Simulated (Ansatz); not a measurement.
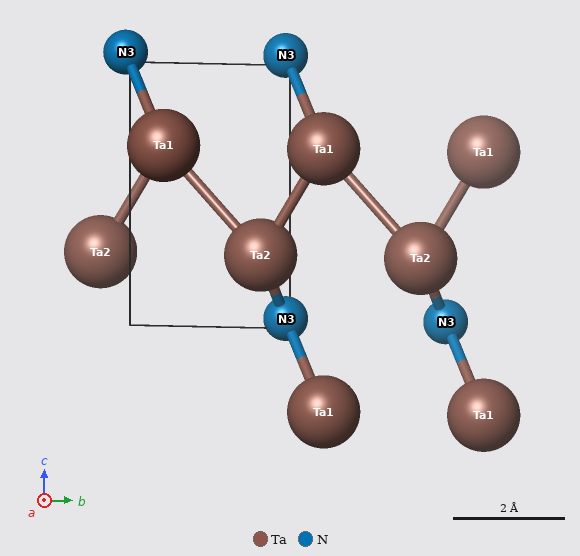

Solid Ta2N (set up in P1), before the relaxation. The picture is a ball-and-stick view of the cell of the calculation, repeated 1 × 2 × 1 with one cell outlined, seen along the a axis.

Case: all atoms moved at random, sigma 0.25 Å for each component, cell strained at random, sigma 0.06; relaxed back.

Computed with DFT PBEsol, scalar-relativistic, plane waves, PAW (Ansatz).

Input
```yaml
crystal:
  lattice:
    - [2.6862403415, 0.0051797771, 0.0213482906]
    - [-1.3386343522, 2.8918381219, -0.0394833594]
    - [0.0334463008, -0.0521177627, 4.7582358719]
  atoms:
    - { symbol: Ta, position: [0.6774145943, 0.2104656749, 0.685705842] }
    - { symbol: Ta, position: [0.3110362283, 0.8167030472, 0.2768180337] }
    - { symbol: "N", position: [0.0115491773, -0.0271687221, 0.0374761244] }
basis:
  ecutwfc: 420
kpoints:
  mp_grid: { grid: [12, 12, 8] }
hamiltonian:
  xc: pbesol
scf:
  occupations: { method: gaussian, width: 0.15 }
output:
  forces: true
  stress: true
  eigenvalues: true
relax:
  adjacent_minimum: "off"
  f_tol: 0.01
  max_steps: 80
```

Run as
```bash
ansatz run input.yaml --threads 2 --pin off --max-ram 5120MiB --backend cpu --events-out ev --progress --plain --runs-dir out
```

Question: Predict the outcome.

Answer: Ta2 moves most: 0.59 Å roughly along −b. Largest moves by element: Ta 0.59 Å, N 0.21 Å. The lattice vectors keep their values. Near-neighbour distances that change, for instance: Ta1–Ta2 3.134 → 4.063 Å, Ta1–Ta2 (another image) 3.721 → 2.877 Å, Ta1–Ta2 (another image) 2.287 → 3.099 Å, Ta1–N3 2.743 → 2.186 Å. New bonds form, among them: Ta1–N3 (2.74 → 2.19 Å), Ta2–N3 (2.69 → 2.19 Å). Among the angles between lasting bonds that change: Ta2–Ta1–N3 127.5° → 95.7°, Ta1–Ta2–N3 141.5° → 158.6°, Ta2–Ta1–N3 124.5° → 109.6°. The space group (tolerance 0.01 Å) goes from P1 (No. 1) to P-1 (No. 2). After 7 accepted moves (10 points after the start) the energy has fallen by 1591 meV per atom. Largest force component: 14 eV/Å at the start, 0.00032 eV/Å at the end. The line search rejected the trial steps at points 7, 9 of the run. 1 step only repeated the SCF at the same geometry.

Step by step:

| step | E − E(0), meV/atom | largest force component, eV/Å | note |
| --- | --- | --- | --- |
| 0 | 0.00 | 13.7053 |  |
| 1 | -1116.04 | 5.0820 |  |
| 2 | -1490.25 | 1.3461 |  |
| 3 | -1565.87 | 0.5065 |  |
| 4 | -1587.21 | 0.2246 |  |
| 5 | -1590.26 | 0.0878 |  |
| 6 | -1590.80 | 0.0110 |  |
| 7 | -1590.80 | 0.0290 | rejected |
| 8 | -1590.80 | 0.0113 | same geometry, SCF repeated |
| 9 | -1590.79 | 0.0302 | rejected |
| 10 | -1590.80 | 0.0003 |  |

After the run, drawn alike:

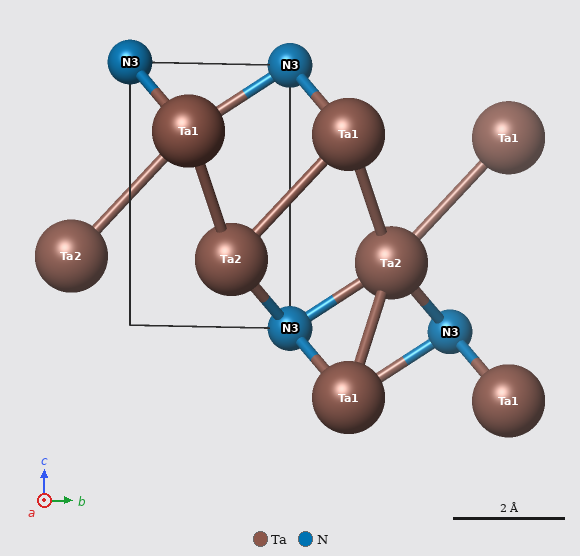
